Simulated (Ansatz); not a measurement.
## As: nudged elastic band (part 1 of 4)

As (defect cell, 15 atoms in the cell), computed with DFT with PBE, PAW plane waves, no spin polarisation (Ansatz 0.2.0).

The structure derives from an entry of the Crystallography Open Database. Figures and captions count atoms from 1; the log counts them from 0 in places.

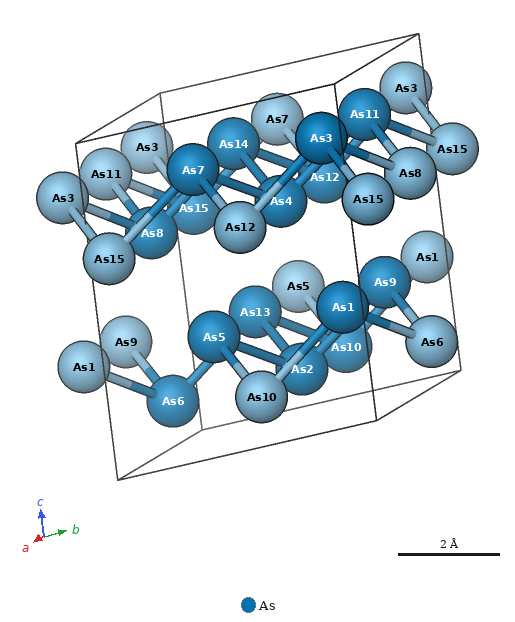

*The starting structure (ball-and-stick view of the reduced cell, seen slightly off an axis; neighbours outside the cell are drawn fainter; atoms are numbered from 1 in the order of the input).*

Near neighbours in the crystal (not all of them lie inside the picture): As has 2 As at 2.47 to 2.49 Å; As has 3 As at 2.45 to 2.53 Å.

Results in brief

- outcome: converged
- barrier, forward: 0.102 eV
- barrier, backward: 0.102 eV
- electrons treated: 225
- hardware: 4 threads of Arm Neoverse V2, 24 GiB of memory available, shared host
- wall time: 15 min (CPU time 51 min)
- peak memory: 1.9 GiB

Remarks

The k-point mesh is coarse for a cell of this size, so the results may not be converged. The order of the saddle point was not checked.

The input
```yaml
crystal:
  lattice:
    - [3.72428252, 6.45064655, -6.2e-07]
    - [-3.72428252, 6.45064655, -6.2e-07]
    - [0.0, -4.30043037, 6.96523641]
  atoms:
    - { symbol: As, position: [0.11514326, 0.11324016, 0.33969055] }
    - { symbol: As, position: [0.38566761, 0.38725476, 0.16386772] }
    - { symbol: As, position: [0.11608625, 0.11382927, 0.8416828] }
    - { symbol: As, position: [0.38497018, 0.387144, 0.66255547] }
    - { symbol: As, position: [0.10988847, 0.60881876, 0.34048729] }
    - { symbol: As, position: [0.38308865, 0.88613756, 0.15756576] }
    - { symbol: As, position: [0.11218091, 0.60967765, 0.83685924] }
    - { symbol: As, position: [0.38529358, 0.88789385, 0.65729081] }
    - { symbol: As, position: [0.61049184, 0.11241602, 0.33962872] }
    - { symbol: As, position: [0.88332511, 0.38087772, 0.15559222] }
    - { symbol: As, position: [0.61692708, 0.11089852, 0.83677239] }
    - { symbol: As, position: [0.88676587, 0.38295623, 0.65875704] }
    - { symbol: As, position: [0.6155351, 0.61411501, 0.34000419] }
    - { symbol: As, position: [0.61487781, 0.61610712, 0.83963867] }
    - { symbol: As, position: [0.8817554, 0.88761574, 0.65570757] }
kpoints:
  mp_grid: { grid: [2, 2, 2] }
magnetization:
  spin_polarized: false
scf:
  occupations: { method: cold, width: 0.15 }
hamiltonian:
  pseudopotentials: { kind: paw }
  xc: pbe
basis:
  ecutwfc: 420
neb:
  images: 5
  relax_end_points: true
  climbing: true
  f_tol: 0.05
  max_iterations: 40
  order_check: false
  final_atoms:
    - { symbol: As, position: [0.11514326, 0.11324016, 0.33969055] }
    - { symbol: As, position: [0.38566761, 0.38725476, 0.16386772] }
    - { symbol: As, position: [0.11608625, 0.11382927, 0.8416828] }
    - { symbol: As, position: [0.38497018, 0.387144, 0.66255547] }
    - { symbol: As, position: [-0.11587732, 0.88970181, 0.1606496] }
    - { symbol: As, position: [0.38308865, 0.88613756, 0.15756576] }
    - { symbol: As, position: [0.11218091, 0.60967765, 0.83685924] }
    - { symbol: As, position: [0.38529358, 0.88789385, 0.65729081] }
    - { symbol: As, position: [0.61049184, 0.11241602, 0.33962872] }
    - { symbol: As, position: [0.88332511, 0.38087772, 0.15559222] }
    - { symbol: As, position: [0.61692708, 0.11089852, 0.83677239] }
    - { symbol: As, position: [0.88676587, 0.38295623, 0.65875704] }
    - { symbol: As, position: [0.6155351, 0.61411501, 0.34000419] }
    - { symbol: As, position: [0.61487781, 0.61610712, 0.83963867] }
    - { symbol: As, position: [0.8817554, 0.88761574, 0.65570757] }
```

Command:
```bash
ansatz run input.yaml --threads 4 --pin off --max-ram 8192MiB --backend cpu --events-out ev --progress --plain --runs-dir out
```

What the program printed
```
Warning: neb: disabling space-group detection — the band's intermediate images generally break the endpoint symmetry, so no spatial operation reduces the k-mesh or symmetrises the density, except that a semilocal band can use its path's symmetry ahead of convergence; time reversal is kept, so that k and −k are solved as one point where they differ and the mesh holds both, and exact exchange and, on two spinor components, a DFT+U term hold to it where the run has them: on two components no moment then forms, and a state that bears one, which a typed moment (crystal.atoms[].spin; refused beside efield: under a hybrid functional) reaches, can lie lower, under hf by electronvolts; crystal.symmetry.detect: false (a key that needs symmetry detection or time reversal refuses this as the deck is read) with time_reversal: false beside it drops time reversal too
Engine: ansatz 0.2.0, aarch64-unknown-linux-gnu
Pseudopotentials: kind: paw
Pseudopotential: As, paw, valence charge 15, recommended cutoff 420 eV (normal), As.paw.azcp
Functional definition: PBE
  parameter kappa = 0.804
  parameter beta = 0.06672455060314922
  exchange = pbe_x(kappa = kappa, mu = beta*pi^2/3)
  correlation = pbe_c(beta = beta)
parallel-image band execution: 2 concurrent image workers
NEB image 0
Crystal: 15 atoms, lattice volume = 334.666 Å³
Basis set: ecut = 420 eV, 6563 PW (Γ), exchange–correlation on 100×100×120 points (8 copies of the dense FFT grid, shifted against one another)
Bands: 135, of which v1, the nominal top of the filled ones, is band 113 counted from 1 (112 counted from 0)
Symmetry: 1 space group operations
k-points: 8
Non-local potential: As, projectors of the file, l = 0: 2, l = 1: 2, l = 2: 3, l = 3: 1
PAW form: soft (Blöchl's): semilocal exchange-correlation on the pseudo side does not see the compensation charge
PAW one-centre angular grid: As, 590 points (default); XC on 64 Gauss nodes
Initial density: superposition of atomic densities (neutral atoms: chi_scale 0, normalization atom), corrected by the library's trained network
Initial wavefunctions: pseudopotential atomic-orbital guess
Functional: x = pbe(κ = 0.804, μ = 0.2195149727645171), c = pbe(β = 0.06672455060314922)
SCF iter   1: F=—  HF=-72840.184171 eV  |F-HF|=—  |Δ(HF+E_count)|=         —  Δρ=4.57e-3  dr2=2.60e-1  ethr=1.77e-3  ⟨swp⟩=5.8  Hψ=3809  notcnv=0
preconditioner: auto → LDOS  [insulator: Δε(μ)=0.132 eV  Ē_g=9.289 eV  σ=0.150 eV  W_gap=0.56  n_scr=88 (ndim 8)  ℏωp=17.6 eV  f_vac=0.031  D(μ)=9.22/eV (n_scr^D=58)  ε∞_Penn≈4.6  β→1.0]
SCF iter   2: F=—  HF=-72840.153290 eV  |F-HF|=—  |Δ(HF+E_count)|=   3.09e-2  S|Δr|=    0.00e0  Δρ=1.45e-3  dr2=2.07e-2  ethr=1.16e-4  ⟨swp⟩=1.1  Hψ=1249  notcnv=0  defer=4
SCF iter   3: F=—  HF=-72840.152659 eV  |F-HF|=—  |Δ(HF+E_count)|=   6.31e-4  S|Δr|=    0.00e0  Δρ=1.01e-3  dr2=9.05e-3  ethr=9.21e-6  ⟨swp⟩=2.0  Hψ=1881  notcnv=0  defer=4
SCF iter   4: F=—  HF=-72840.149010 eV  |F-HF|=—  |Δ(HF+E_count)|=   3.65e-3  S|Δr|=    0.00e0  Δρ=2.11e-4  dr2=4.01e-4  ethr=4.02e-6  ⟨swp⟩=2.0  Hψ=1877  notcnv=0  defer=4
SCF iter   5: F=—  HF=-72840.148999 eV  |F-HF|=—  |Δ(HF+E_count)|=   1.16e-5  S|Δr|=    0.00e0  Δρ=9.31e-5  dr2=9.46e-5  ethr=1.78e-7  ⟨swp⟩=2.0  Hψ=1212  notcnv=0  defer=4
SCF iter   6: F=—  HF=-72840.149005 eV  |F-HF|=—  |Δ(HF+E_count)|=   6.15e-6  S|Δr|=    0.00e0  Δρ=3.83e-5  dr2=1.47e-5  ethr=4.21e-8  ⟨swp⟩=2.0  Hψ=1869  notcnv=0  defer=4
SCF iter   7: F=—  HF=-72840.149004 eV  |F-HF|=—  |Δ(HF+E_count)|=   6.02e-7  S|Δr|=    0.00e0  Δρ=1.51e-5  dr2=2.17e-6  ethr=6.52e-9  ⟨swp⟩=2.0  Hψ=1154  notcnv=0  defer=4
SCF iter   8: F=—  HF=-72840.149004 eV  |F-HF|=—  |Δ(HF+E_count)|=   1.17e-7  S|Δr|=    0.00e0  Δρ=6.42e-6  dr2=4.20e-7  ethr=9.64e-10  ⟨swp⟩=2.0  Hψ=1157  notcnv=0  defer=4
SCF iter   9: F=-72840.149004 eV  HF=-72840.149004 eV  |F-HF|=5.87e-8  |Δ(HF+E_count)|=   4.66e-8  S|Δr|=    0.00e0  Δρ=2.63e-6  dr2=6.77e-8  ethr=4.44e-11  ⟨swp⟩=4.0  Hψ=3797  notcnv=0
SCF 1 converged in 9 iterations: F = -72840.149004 eV  dr2 = 6.77e-8
  greatest PAW one-centre occupation: 0.999 electrons in one spin orbital (limit 2), on the As atom at site 3 (counted from 0), in its partial waves of l = 2
NSCF: frozen V_eff on 8 k-points
NEB image 6
SCF iter   1: F=—  HF=-72840.164340 eV  |F-HF|=—  |Δ(HF+E_count)|=         —  Δρ=4.12e-3  dr2=2.01e-1  ethr=1.77e-3  ⟨swp⟩=5.6  Hψ=3780  notcnv=0
preconditioner: auto → LDOS  [metal: Δε(μ)=0.053 eV  Ē_g=9.284 eV  σ=0.150 eV  W_gap=0.22  n_scr=88 (ndim 8)  ℏωp=17.6 eV  f_vac=0.031  D(μ)=9.64/eV (n_scr^D=58)  β→1.0]
SCF iter   2: F=—  HF=-72840.140411 eV  |F-HF|=—  |Δ(HF+E_count)|=   2.39e-2  S|Δr|=    0.00e0  Δρ=1.39e-3  dr2=2.05e-2  ethr=8.94e-5  ⟨swp⟩=1.1  Hψ=1249  notcnv=0  defer=6
SCF iter   3: F=—  HF=-72840.139580 eV  |F-HF|=—  |Δ(HF+E_count)|=   8.30e-4  S|Δr|=    0.00e0  Δρ=9.40e-4  dr2=7.91e-3  ethr=9.10e-6  ⟨swp⟩=2.0  Hψ=1880  notcnv=0  defer=6
SCF iter   4: F=—  HF=-72840.136389 eV  |F-HF|=—  |Δ(HF+E_count)|=   3.19e-3  S|Δr|=    0.00e0  Δρ=2.64e-4  dr2=7.33e-4  ethr=3.52e-6  ⟨swp⟩=2.0  Hψ=1878  notcnv=0  defer=6
SCF iter   5: F=—  HF=-72840.136348 eV  |F-HF|=—  |Δ(HF+E_count)|=   4.11e-5  S|Δr|=    0.00e0  Δρ=1.35e-4  dr2=2.07e-4  ethr=3.26e-7  ⟨swp⟩=2.0  Hψ=1144  notcnv=0  defer=6
SCF iter   6: F=—  HF=-72840.136318 eV  |F-HF|=—  |Δ(HF+E_count)|=   3.00e-5  S|Δr|=    0.00e0  Δρ=7.19e-5  dr2=5.75e-5  ethr=9.20e-8  ⟨swp⟩=2.0  Hψ=1806  notcnv=0  defer=6
SCF iter   7: F=—  HF=-72840.136330 eV  |F-HF|=—  |Δ(HF+E_count)|=   1.21e-5  S|Δr|=    0.00e0  Δρ=2.95e-5  dr2=9.37e-6  ethr=2.56e-8  ⟨swp⟩=2.0  Hψ=1118  notcnv=0  defer=6
SCF iter   8: F=—  HF=-72840.136329 eV  |F-HF|=—  |Δ(HF+E_count)|=   9.93e-7  S|Δr|=    0.00e0  Δρ=1.04e-5  dr2=9.61e-7  ethr=4.16e-9  ⟨swp⟩=2.0  Hψ=1119  notcnv=0  defer=6
SCF iter   9: F=-72840.136328 eV  HF=-72840.136329 eV  |F-HF|=7.84e-8  |Δ(HF+E_count)|=   7.35e-8  S|Δr|=    0.00e0  Δρ=3.18e-6  dr2=9.19e-8  ethr=4.44e-11  ⟨swp⟩=3.0  Hψ=3893  notcnv=0
SCF 2 converged in 9 iterations: F = -72840.136328 eV  dr2 = 9.19e-8
[... from here on the iterations of each SCF are left out, up to the last one ...]
NSCF: frozen V_eff on 8 k-points
NEB end point (image 0): max|allowed force component| = 1.256e0 eV/Å (the criterion of neb.relax_end_points is 1.000e-2)
NEB end point (image 6): max|allowed force component| = 1.311e0 eV/Å (the criterion of neb.relax_end_points is 1.000e-2)
NEB image 0, for its relaxation
Initial density: handed on by an earlier stage of this run
Initial wavefunctions: those handed on with the density
preconditioner: auto → LDOS  [metal: Δε(μ)=0.012 eV  Ē_g=9.284 eV  σ=0.150 eV  W_gap=0.05  n_scr=88 (ndim 8)  ℏωp=17.6 eV  f_vac=0.030  D(μ)=12.81/eV (n_scr^D=106)  β→1.0]
SCF 3 converged in 2 iterations: F = -72840.149004 eV  dr2 = 2.58e-8
NEB image 0, for its relaxation
preconditioner: auto → LDOS  [insulator: Δε(μ)=0.236 eV  Ē_g=9.156 eV  σ=0.150 eV  W_gap=0.58  n_scr=88 (ndim 8)  ℏωp=17.6 eV  f_vac=0.021  D(μ)=13.44/eV (n_scr^D=118)  ε∞_Penn≈4.7  β→1.0]
SCF 4 converged in 10 iterations: F = -72840.493900 eV  dr2 = 3.79e-8
NEB image 0, for its relaxation
preconditioner: auto → LDOS  [insulator: Δε(μ)=0.266 eV  Ē_g=9.151 eV  σ=0.150 eV  W_gap=0.52  n_scr=88 (ndim 8)  ℏωp=17.6 eV  f_vac=0.023  D(μ)=12.96/eV (n_scr^D=118)  ε∞_Penn≈4.7  β→1.0]
SCF 5 converged in 9 iterations: F = -72840.517448 eV  dr2 = 2.31e-8
NEB image 0, for its relaxation
preconditioner: auto → LDOS  [metal: Δε(μ)=0.223 eV  Ē_g=9.162 eV  σ=0.150 eV  W_gap=0.48  n_scr=88 (ndim 8)  ℏωp=17.6 eV  f_vac=0.022  D(μ)=12.96/eV (n_scr^D=118)  β→1.0]
SCF 6 converged in 8 iterations: F = -72840.521675 eV  dr2 = 1.30e-8
NEB image 0, for its relaxation
preconditioner: auto → LDOS  [metal: Δε(μ)=0.224 eV  Ē_g=9.166 eV  σ=0.150 eV  W_gap=0.49  n_scr=88 (ndim 8)  ℏωp=17.6 eV  f_vac=0.023  D(μ)=13.03/eV (n_scr^D=118)  β→1.0]
SCF 7 converged in 6 iterations: F = -72840.522211 eV  dr2 = 3.09e-8
NEB image 0, for its relaxation
preconditioner: auto → LDOS  [metal: Δε(μ)=0.221 eV  Ē_g=9.164 eV  σ=0.150 eV  W_gap=0.47  n_scr=88 (ndim 8)  ℏωp=17.6 eV  f_vac=0.022  D(μ)=12.96/eV (n_scr^D=118)  β→1.0]
SCF 8 converged in 6 iterations: F = -72840.522366 eV  dr2 = 9.67e-8
NEB image 0
preconditioner: auto → LDOS  [metal: Δε(μ)=0.222 eV  Ē_g=9.164 eV  σ=0.150 eV  W_gap=0.47  n_scr=88 (ndim 8)  ℏωp=17.6 eV  f_vac=0.022  D(μ)=12.96/eV (n_scr^D=118)  β→1.0]
SCF 9 converged in 2 iterations: F = -72840.522366 eV  dr2 = 4.11e-8
NSCF: frozen V_eff on 8 k-points
NEB end point (image 0): relaxed in 41 SCF iterations, 0.373362 eV lower, largest move of an atom 0.234 Å; not tested for a saddle point
NEB image 6, for its relaxation
preconditioner: auto → LDOS  [metal: Δε(μ)=0.026 eV  Ē_g=9.284 eV  σ=0.150 eV  W_gap=0.12  n_scr=88 (ndim 8)  ℏωp=17.6 eV  f_vac=0.030  D(μ)=12.18/eV (n_scr^D=88)  β→1.0]
SCF 10 converged in 2 iterations: F = -72840.136328 eV  dr2 = 2.65e-8
NEB image 6, for its relaxation
preconditioner: auto → LDOS  [insulator: Δε(μ)=0.236 eV  Ē_g=9.155 eV  σ=0.150 eV  W_gap=0.51  n_scr=88 (ndim 8)  ℏωp=17.6 eV  f_vac=0.021  D(μ)=13.04/eV (n_scr^D=118)  ε∞_Penn≈4.7  β→1.0]
SCF 11 converged in 10 iterations: F = -72840.494509 eV  dr2 = 8.39e-8
NEB image 6, for its relaxation
preconditioner: auto → LDOS  [metal: Δε(μ)=0.239 eV  Ē_g=9.153 eV  σ=0.150 eV  W_gap=0.41  n_scr=88 (ndim 8)  ℏωp=17.6 eV  f_vac=0.023  D(μ)=12.65/eV (n_scr^D=106)  β→1.0]
SCF 12 converged in 9 iterations: F = -72840.519004 eV  dr2 = 5.62e-8
NEB image 6, for its relaxation
preconditioner: auto → LDOS  [metal: Δε(μ)=0.027 eV  Ē_g=9.161 eV  σ=0.150 eV  W_gap=0.13  n_scr=88 (ndim 8)  ℏωp=17.6 eV  f_vac=0.022  D(μ)=12.54/eV (n_scr^D=106)  β→1.0]
SCF 13 converged in 7 iterations: F = -72840.521499 eV  dr2 = 4.06e-8
NEB image 6, for its relaxation
preconditioner: auto → LDOS  [metal: Δε(μ)=0.035 eV  Ē_g=9.168 eV  σ=0.150 eV  W_gap=0.17  n_scr=88 (ndim 8)  ℏωp=17.6 eV  f_vac=0.023  D(μ)=12.55/eV (n_scr^D=106)  β→1.0]
SCF 14 converged in 7 iterations: F = -72840.522211 eV  dr2 = 9.05e-8
NEB image 6, for its relaxation
preconditioner: auto → LDOS  [metal: Δε(μ)=0.045 eV  Ē_g=9.166 eV  σ=0.150 eV  W_gap=0.22  n_scr=88 (ndim 8)  ℏωp=17.6 eV  f_vac=0.022  D(μ)=12.48/eV (n_scr^D=106)  β→1.0]
SCF 15 converged in 7 iterations: F = -72840.522384 eV  dr2 = 7.22e-8
NEB image 6, for its relaxation
preconditioner: auto → LDOS  [metal: Δε(μ)=0.050 eV  Ē_g=9.166 eV  σ=0.150 eV  W_gap=0.24  n_scr=88 (ndim 8)  ℏωp=17.6 eV  f_vac=0.023  D(μ)=12.33/eV (n_scr^D=88)  β→1.0]
SCF 16 converged in 7 iterations: F = -72840.522441 eV  dr2 = 4.26e-8
NEB image 6
preconditioner: auto → LDOS  [metal: Δε(μ)=0.052 eV  Ē_g=9.165 eV  σ=0.150 eV  W_gap=0.25  n_scr=88 (ndim 8)  ℏωp=17.6 eV  f_vac=0.023  D(μ)=12.35/eV (n_scr^D=88)  β→1.0]
SCF 17 converged in 2 iterations: F = -72840.522441 eV  dr2 = 1.63e-8
NSCF: frozen V_eff on 8 k-points
NEB end point (image 6): relaxed in 49 SCF iterations, 0.386113 eV lower, largest move of an atom 0.231 Å; not tested for a saddle point
NEB image 1
preconditioner: auto → LDOS  [metal: Δε(μ)=0.013 eV  Ē_g=9.124 eV  σ=0.150 eV  W_gap=0.06  n_scr=88 (ndim 8)  ℏωp=17.6 eV  f_vac=0.017  D(μ)=8.21/eV (n_scr^D=58)  β→1.0]
SCF 18 converged in 9 iterations: F = -72840.451031 eV  dr2 = 7.65e-8
NEB image 2
preconditioner: auto → LDOS  [metal: Δε(μ)=0.040 eV  Ē_g=9.087 eV  σ=0.150 eV  W_gap=0.18  n_scr=88 (ndim 8)  ℏωp=17.6 eV  f_vac=0.013  D(μ)=8.82/eV (n_scr^D=58)  β→1.0]
SCF 19 converged in 9 iterations: F = -72840.305883 eV  dr2 = 5.47e-8
NEB image 3
preconditioner: auto → LDOS  [metal: Δε(μ)=0.096 eV  Ē_g=9.076 eV  σ=0.150 eV  W_gap=0.45  n_scr=88 (ndim 8)  ℏωp=17.6 eV  f_vac=0.011  D(μ)=7.18/eV (n_scr^D=46)  β→1.0]
SCF 20 converged in 9 iterations: F = -72840.275076 eV  dr2 = 3.17e-8
NEB image 4
preconditioner: auto → LDOS  [metal: Δε(μ)=0.022 eV  Ē_g=9.088 eV  σ=0.150 eV  W_gap=0.10  n_scr=88 (ndim 8)  ℏωp=17.6 eV  f_vac=0.012  D(μ)=8.49/eV (n_scr^D=58)  β→1.0]
SCF 21 converged in 9 iterations: F = -72840.305566 eV  dr2 = 5.15e-8
NEB image 5
preconditioner: auto → LDOS  [metal: Δε(μ)=0.061 eV  Ē_g=9.126 eV  σ=0.150 eV  W_gap=0.30  n_scr=88 (ndim 8)  ℏωp=17.6 eV  f_vac=0.017  D(μ)=7.61/eV (n_scr^D=52)  β→1.0]
SCF 22 converged in 9 iterations: F = -72840.446652 eV  dr2 = 7.70e-8
NEB iter   1: max|band force component| = 4.625e-1 eV/Å  barrier→ = 0.2473 eV  barrier← = 0.2474 eV  CI = image 3  Δτ_max = 0.1240 Å  (67 SCF iters)
NEB image 1
preconditioner: auto → LDOS  [metal: Δε(μ)=0.085 eV  Ē_g=9.164 eV  σ=0.150 eV  W_gap=0.41  n_scr=88 (ndim 8)  ℏωp=17.6 eV  f_vac=0.022  D(μ)=8.19/eV (n_scr^D=58)  β→1.0]
SCF 23 converged in 8 iterations: F = -72840.495193 eV  dr2 = 2.92e-8
NEB image 2
preconditioner: auto → LDOS  [metal: Δε(μ)=0.038 eV  Ē_g=9.103 eV  σ=0.150 eV  W_gap=0.18  n_scr=88 (ndim 8)  ℏωp=17.6 eV  f_vac=0.017  D(μ)=6.75/eV (n_scr^D=34)  β→1.0]
SCF 24 converged in 8 iterations: F = -72840.368329 eV  dr2 = 3.30e-8
NEB image 3
preconditioner: auto → LDOS  [insulator: Δε(μ)=0.142 eV  Ē_g=9.068 eV  σ=0.150 eV  W_gap=0.60  n_scr=88 (ndim 8)  ℏωp=17.6 eV  f_vac=0.017  D(μ)=6.10/eV (n_scr^D=34)  ε∞_Penn≈4.8  β→1.0]
SCF 25 converged in 8 iterations: F = -72840.322323 eV  dr2 = 1.02e-8
NEB image 4
preconditioner: auto → LDOS  [metal: Δε(μ)=0.051 eV  Ē_g=9.099 eV  σ=0.150 eV  W_gap=0.23  n_scr=88 (ndim 8)  ℏωp=17.6 eV  f_vac=0.016  D(μ)=6.26/eV (n_scr^D=34)  β→1.0]
SCF 26 converged in 8 iterations: F = -72840.365253 eV  dr2 = 3.33e-8
NEB image 5
preconditioner: auto → LDOS  [metal: Δε(μ)=0.088 eV  Ē_g=9.157 eV  σ=0.150 eV  W_gap=0.42  n_scr=88 (ndim 8)  ℏωp=17.6 eV  f_vac=0.020  D(μ)=7.78/eV (n_scr^D=58)  β→1.0]
SCF 27 converged in 8 iterations: F = -72840.483433 eV  dr2 = 7.68e-8
NEB iter   2: max|band force component| = 3.429e-1 eV/Å  barrier→ = 0.2000 eV  barrier← = 0.2001 eV  CI = image 3  Δτ_max = 0.1589 Å  (40 SCF iters)
[... from here on the SCF iterations and repeated set-up lines of each step are left out, up to the last step ...]
NEB image 1
SCF 28 converged in 7 iterations: F = -72840.496622 eV  dr2 = 9.62e-8
NEB image 2
SCF 29 converged in 7 iterations: F = -72840.417405 eV  dr2 = 6.44e-8
NEB image 3
SCF 30 converged in 7 iterations: F = -72840.330294 eV  dr2 = 2.35e-8
NEB image 4
SCF 31 converged in 8 iterations: F = -72840.443347 eV  dr2 = 6.11e-9
NEB image 5
SCF 32 converged in 7 iterations: F = -72840.479289 eV  dr2 = 7.35e-8
NEB iter   3: max|band force component| = 3.852e-1 eV/Å  barrier→ = 0.1921 eV  barrier← = 0.1921 eV  CI = image 3  Δτ_max = 0.0796 Å  (36 SCF iters)
NEB image 1
SCF 33 converged in 7 iterations: F = -72840.492492 eV  dr2 = 3.63e-8
NEB image 2
SCF 34 converged in 7 iterations: F = -72840.454002 eV  dr2 = 3.77e-8
NEB image 3
SCF 35 converged in 6 iterations: F = -72840.331253 eV  dr2 = 2.56e-8
NEB image 4
SCF 36 converged in 7 iterations: F = -72840.483819 eV  dr2 = 2.33e-8
NEB image 5
SCF 37 converged in 8 iterations: F = -72840.477079 eV  dr2 = 2.13e-8
NEB iter   4: max|band force component| = 2.107e-1 eV/Å  barrier→ = 0.1911 eV  barrier← = 0.1912 eV  CI = image 3  Δτ_max = 0.1590 Å  (35 SCF iters)
NEB image 1
SCF 38 converged in 8 iterations: F = -72840.480662 eV  dr2 = 3.07e-8
NEB image 2
SCF 39 converged in 7 iterations: F = -72840.494409 eV  dr2 = 5.83e-8
NEB image 3
SCF 40 converged in 6 iterations: F = -72840.333354 eV  dr2 = 6.92e-8
NEB image 4
SCF 41 converged in 8 iterations: F = -72840.509096 eV  dr2 = 1.31e-8
NEB image 5
SCF 42 converged in 8 iterations: F = -72840.468819 eV  dr2 = 2.15e-8
NEB iter   5: max|band force component| = 1.973e-1 eV/Å  barrier→ = 0.1890 eV  barrier← = 0.1891 eV  CI = image 3  Δτ_max = 0.0908 Å  (37 SCF iters)
NEB image 1
SCF 43 converged in 7 iterations: F = -72840.474781 eV  dr2 = 5.20e-8
NEB image 2
SCF 44 converged in 6 iterations: F = -72840.509374 eV  dr2 = 7.18e-8
NEB image 3
SCF 45 converged in 6 iterations: F = -72840.339647 eV  dr2 = 6.07e-8
NEB image 4
SCF 46 converged in 6 iterations: F = -72840.514586 eV  dr2 = 6.85e-8
NEB image 5
SCF 47 converged in 6 iterations: F = -72840.470178 eV  dr2 = 5.20e-8
```
